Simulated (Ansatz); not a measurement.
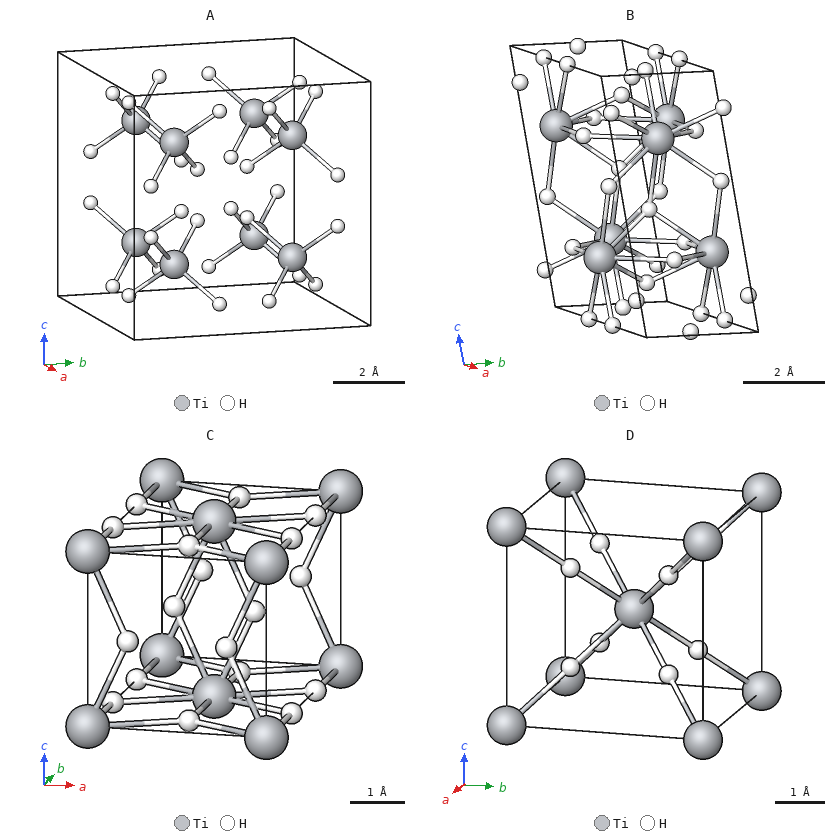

Four structures of TiH4, each relaxed to rest (conventional cells in solid outline, small ones repeated, each panel with its own scale). Method: DFT PBE, scalar-relativistic, plane waves, PAW in Ansatz 0.2.0, without spin polarisation.

Question: Give the type and space group of each panel.

Answer: A: 40 atoms a cell on a face-centred cubic lattice, Fm-3m; B: 20 atoms a cell on a base-centred monoclinic lattice, C2/m; C: 10 atoms a cell on a base-centred orthorhombic lattice, Cmmm; D: 10 atoms a cell on a body-centred cubic lattice, Im-3m.

Question: Rank them by energy, lowest first.

Answer: B, then C (+103 meV/atom), D (+302 meV/atom) and A (+806 meV/atom), energies at zero smearing.

Question: Collect the results in a table.

Answer:
| panel | structure | E − E(lowest) (meV/atom) | volume (Å³/atom) | gap (eV) |
| --- | --- | --- | --- | --- |
| B | C2/m | 0 | 6.0 | metal |
| C | Cmmm | 103 | 6.4 | metal |
| D | Im-3m | 302 | 7.8 | metal |
| A | Fm-3m | 806 | 8.7 | metal |

Some of these may be structure types tried for this composition rather than known phases, and the most stable form need not be among them. Gaps are taken on the k-mesh or band path of each run.
